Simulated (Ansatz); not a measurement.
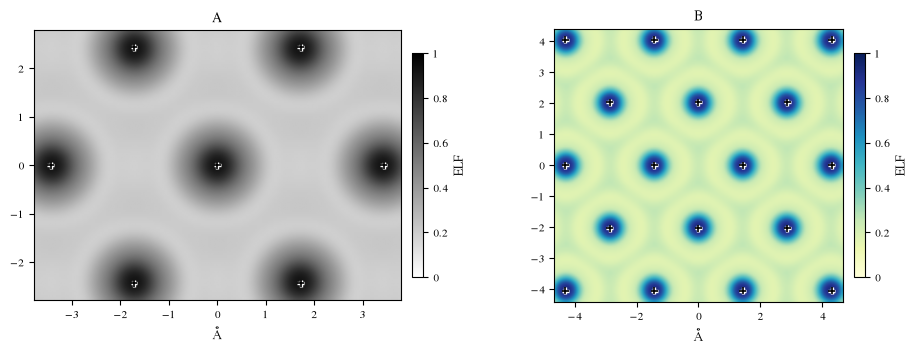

The electron localisation function of 2 systems, each on a plane through atoms (crosses mark nuclei in the plane).

Method: DFT, LDA (PW92), plane waves (420 eV) with PAW, scalar-relativistic (Ansatz).

System 1: Cu, the (101) plane of the conventional cell. Space group Im-3m; set up as Cu, bcc; a generated structure, not necessarily the stable one; changed on purpose from its base cell (volume × 1.08); computed pressure about −12 GPa in this cell; computed without spin polarisation.

System 2: Cd, the (011̄) plane of the conventional cell. Space group Im-3m; set up as Cd, bcc; a generated structure, not necessarily the stable one.

```
CELL_PARAMETERS angstrom
3.43821 0.00000 0.00000
0.00000 3.43821 0.00000
0.00000 0.00000 3.43821
ATOMIC_POSITIONS crystal
Cd 0.00000 0.00000 0.00000
Cd 0.50000 0.50000 0.50000
```

Which map belongs to which system?

Panel A is system 2, Cd: the plane holds Cd. Cd–Cd (2.98 Å): the ELF is about 0.20 at the midpoint: no localised pair shows between them. Panel B is system 1, Cu: the plane holds Cu. Cu–Cu (2.48 Å): the ELF is about 0.20 at the midpoint; no localised pair shows between them.
